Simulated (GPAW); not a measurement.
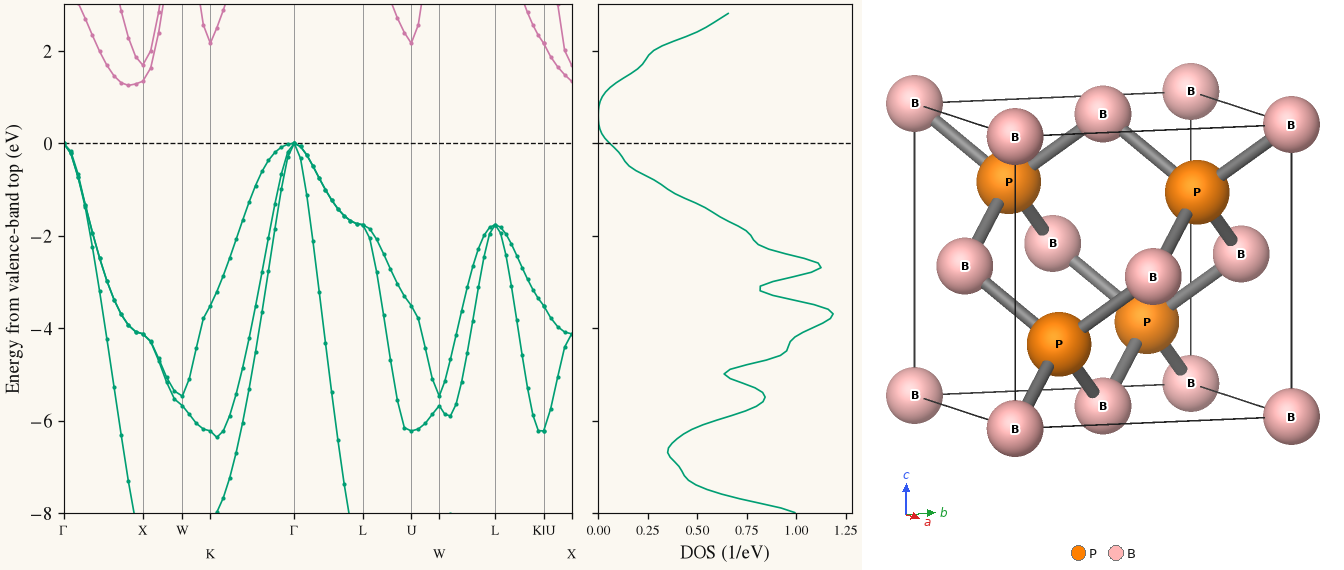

Band structure and density of states, beside the structure. Energies are counted from the top of the valence band. The DOS curve is built from the levels of the k mesh with Gaussians 0.55 eV wide, which also blur the band edges; ripples of that width can come from the mesh.

The GPAW input:

```python
from ase.dft.bandgap import bandgap
from ase.io import write
from ase.spacegroup import crystal
from ase.units import GPa
from gpaw import GPAW, PW

# P 4c
# B 4a
atoms = crystal(['P', 'B'],
                basis=[[0.25, 0.25, 0.25],
                       [0.0, 0.0, 0.0]],
                spacegroup=216, setting=1,  # F-43m
                cellpar=[4.538, 4.538, 4.538, 90.0, 90.0, 90.0],
                primitive_cell=True)

calc = GPAW(mode=PW(800),
            xc='revPBE',
            kpts={'size': (10, 10, 10), 'gamma': True},
            occupations={'name': 'fermi-dirac', 'width': 0.05},
            nbands=11,
            convergence={'density': 1e-05, 'energy': 1e-05},
            maxiter=150,
            txt='gpaw.txt')
atoms.calc = calc
energy = atoms.get_potential_energy()
forces = atoms.get_forces()
stress = atoms.get_stress()
calc.write('gs.gpw')
write('result.traj', atoms)
print(f'Energy: {energy:.6f} eV')
print('Forces (eV/A):')
print(forces.round(4))
print('Stress (GPa):', (stress / GPa).round(3))
print('Fermi level:', round(calc.get_fermi_level(), 4), 'eV')
print(f'Gap: {bandgap(calc)[0]:.4f} eV, direct: {bandgap(calc, direct=True)[0]:.4f} eV')

path = atoms.cell.bandpath('GXWKGLUWLK,UX', npoints=80, eps=1e-4)
bs_calc = calc.fixed_density(kpts=path, symmetry='off', nbands=19,
                             convergence={'bands': 'CBM+6.0', 'eigenstates': 1e-6}, txt='bands.txt')
bs = bs_calc.band_structure()
bs.write('bs.json')
print(f'Gap on the path: {bandgap(bs_calc)[0]:.4f} eV')
```

System: zincblende BP, space group F-43m (No. 216), 2 atoms in the primitive cell.

Level of theory: revPBE, the program's PAW data sets (release 1.2.1) made for this functional, no spin polarisation, no spin-orbit coupling, 10×10×10 k mesh, 800 eV cutoff, Fermi-Dirac smearing of 0.05 eV; code GPAW.

### Is there a gap? Give its size, its kind and where the band edges lie.

The bands leave a gap. The gap along this path is 1.25 eV and indirect, from the valence-band top at Γ to the conduction-band bottom between Γ and X; the smallest direct gap is 3.40 eV, at Γ. At X the lowest conduction band lies only 0.09 eV higher.

### How many bands meet at the valence-band top?

Three bands meet at the valence-band top at Γ: it is triply degenerate (spin aside).

### What are the direct gaps at K, X and U?

The direct gaps are 5.68 eV at K, 5.46 eV at X and 5.68 eV at U.

LDA, GGA and most meta-GGA functionals understate gaps. The cell is at 4 GPa in this functional.
